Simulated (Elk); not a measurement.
## BP (F-43m): refractive index against wavelength

The refractive index of BP (F-43m) below the direct gap (3.41 eV on the mesh) is read from one computed spectrum, n = √(Re ε).

Symmetry: F-43m, No. 216, cubic system. Conventional cell: a = 4.538 Å, b = 4.538 Å, c = 4.538 Å, α = 90.00°, β = 90.00°, γ = 90.00°. P on site c has 4 B at 1.97 Å as nearest neighbours. B on site a is surrounded by 4 P at 1.97 Å.

Method: Elk 11.2.3 (patched build), PBE, independent particles, k-mesh 13×13×13, Lorentzian half width 0.15 eV.

Launch of the response step: `OMP_NUM_THREADS=4 elk`. The run took 18 s, its band step included, on 4 threads of Arm Neoverse V2 (shared host).

| wavelength (nm) | photon energy E (eV) | n |
| --- | --- | --- |
| 1550 | 0.800 | 3.0695 |
| 1310 | 0.946 | 3.0800 |
| 1064 | 1.165 | 3.0995 |
| 850 | 1.459 | 3.1332 |
| 700 | 1.771 | 3.1803 |
| 633 | 1.959 | ? |
| 532 | 2.331 | 3.3016 |

In the single-oscillator model n² − 1 = E₀E_d/(E₀² − E²), so 1/(n² − 1) = E₀/E_d − E²/(E₀E_d) is linear in E².

Working, on the rows shown:

| x = E² (eV²) | y = 1/(n² − 1) |
| --- | --- |
| 0.639837 | 0.118739 |
| 0.895757 | 0.117836 |
| 1.35784 | 0.116186 |
| 2.12762 | 0.113418 |
| 3.13716 | 0.109718 |
| 5.43137 | 0.101004 |

Means: x̄ = 2.2649, ȳ = 0.11282. Σ(x − x̄)(y − ȳ) = -0.05974, Σ(x − x̄)² = 16.14. Slope = -0.05974 / 16.14 = -0.0037; intercept = ȳ − slope · x̄ = 0.1212. Turned back into n, the line misses the rows shown by at most 0.0017.

Task: Fill in the last column of the withheld row.

Result: At x = 3.8364 the line gives y = 0.107, that is 3.2165. The run gave 3.2149, so the interpolation is off by 0.0016, 0.7 % of the range in the table.

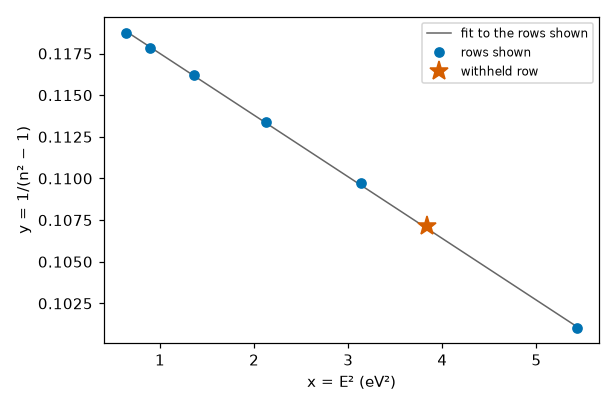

Refitted with all rows, the slope is -0.003692 and the intercept 0.12119. These give E₀ = √(intercept/−slope) = 5.73 eV and E_d = E₀/intercept = 47.3 eV; E₀ is 1.7 times the direct gap. The electronic limit at long wavelengths, without lattice vibrations, is n = √(1 + 1/intercept) = 3.042. Excitons are left out and so are local fields; PBE gaps are as a rule too small. The values come from a sum over the points of one k-mesh and carry its error, which grows as the direct gap shrinks.
